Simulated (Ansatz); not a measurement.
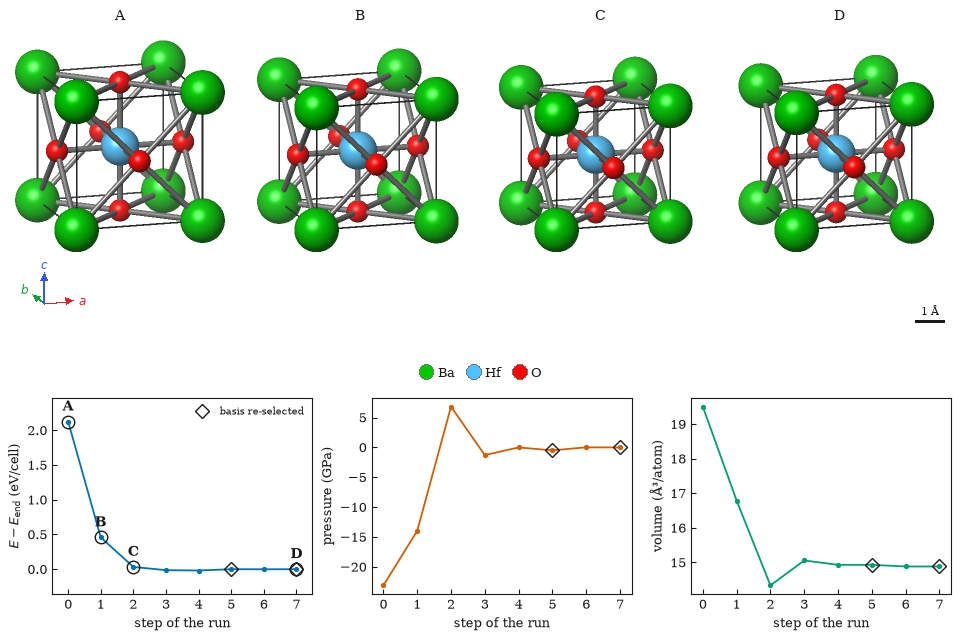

Frames of a relaxation of a crystal of BaHfO3 (built on the cubic perovskite type), marked on the history of the run. Style: ball-and-stick. Shown: the cell of the calculation, slightly off an axis.

All numbers below come from Ansatz, DFT, PBE, plane waves, PAW.

Input file:
```yaml
crystal:
  lattice:
    - [4.60287892, 0.0, 0.0]
    - [0.0, 4.60287892, 0.0]
    - [0.0, 0.0, 4.60287892]
  atoms:
    - { symbol: Ba, position: [0.0, 0.0, 0.0] }
    - { symbol: Hf, position: [0.5, 0.5, 0.5] }
    - { symbol: O, position: [0.5, 0.5, 0.0] }
    - { symbol: O, position: [0.5, 0.0, 0.5] }
    - { symbol: O, position: [0.0, 0.5, 0.5] }
kpoints:
  mp_grid: { grid: [6, 6, 6] }
hamiltonian:
  xc: pbe
scf:
  occupations: { method: fermi_dirac, width: 0.02 }
relax:
  f_tol: 0.005
  cell: {}
```

Command:
```bash
ansatz run input.yaml --threads 2 --pin off --max-ram 20275MiB --backend cpu --events-out ev --progress --plain --runs-dir out
```

Q: What happens along the run?

A: No atom moves by more than 0.005 Å relative to the cell. The volume changes by −23.7 %, with a = b = c 4.603 → 4.206 Å (−8.6 %). Some distances before and after: Ba1–O3 3.255 → 2.974 Å, Hf2–O3 2.301 → 2.103 Å. The space group stays Pm-3m (No. 221). Over 5 accepted moves (7 points after the start) the energy falls by 2.126 eV per cell of the calculation. All forces vanish by symmetry, so only the cell relaxes. The pressure goes from −23.10 to −0.01 GPa. At 2 points the geometry stayed and the basis and grid were re-selected for the new cell (energy shift of 18.7 meV per cell of the calculation at most each time). The run took 10 s on 2 threads of AMD EPYC 7R13 Processor (Zen 3), with other jobs on the host, peak memory 0.64 GiB. From step 0 to 1: volume −13.9 %, energy −1.668 eV per cell of the calculation. From step 1 to 2: volume −14.6 %, energy −0.425 eV per cell of the calculation. From step 2 to 7: volume +3.8 %, energy −32.7 meV per cell of the calculation.

| step | E − E(0), meV/atom | pressure, GPa | volume, Å³/atom | note |
| --- | --- | --- | --- | --- |
| 0 | 0.00 | -23.10 | 19.504 |  |
| 1 | -333.67 | -13.97 | 16.788 |  |
| 2 | -418.64 | 6.81 | 14.337 |  |
| 3 | -428.06 | -1.28 | 15.058 |  |
| 4 | -428.95 | -0.01 | 14.931 |  |
| 5 | -425.21 | -0.50 | 14.931 | same geometry, new basis |
| 6 | -425.44 | 0.01 | 14.884 |  |
| 7 | -425.19 | -0.01 | 14.884 | same geometry, new basis |
